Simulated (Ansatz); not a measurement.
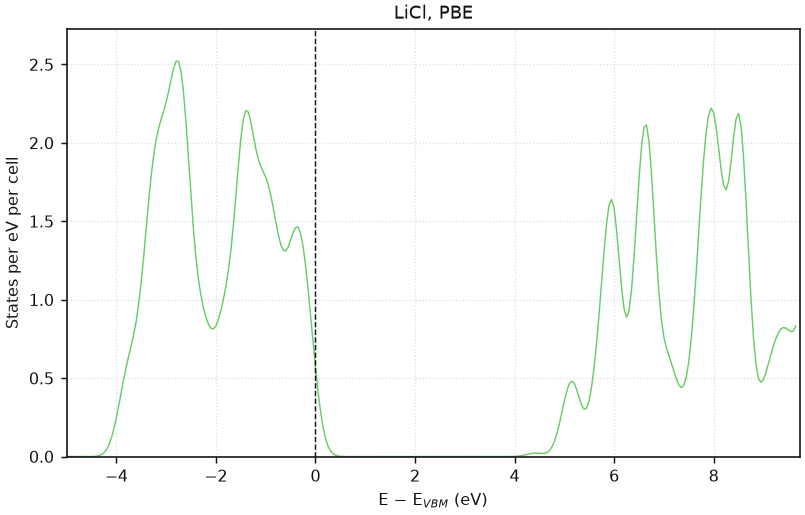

Density of states. Energies are counted from the top of the valence band. The curve is built from the levels of the k mesh with Gaussians 0.4 eV wide, which also blur the band edges.

System: LiCl, space group Pm-3m (No. 221), 2 atoms in the cell, CsCl type.

Computed with Ansatz: DFT, PBE, plane waves, PAW, no spin polarisation, 6×6×6 k mesh, 420 eV cutoff.

**Is there a gap at the Fermi level, and how wide?**

There is a gap; over the k points computed it is 4.42 eV (indirect; the smallest direct gap is 5.19 eV).

**How wide is the upper valence band?**

The upper group of valence states starts about 3.9 eV under the valence-band top, with a gap beneath it; it holds about 6 electrons a cell.
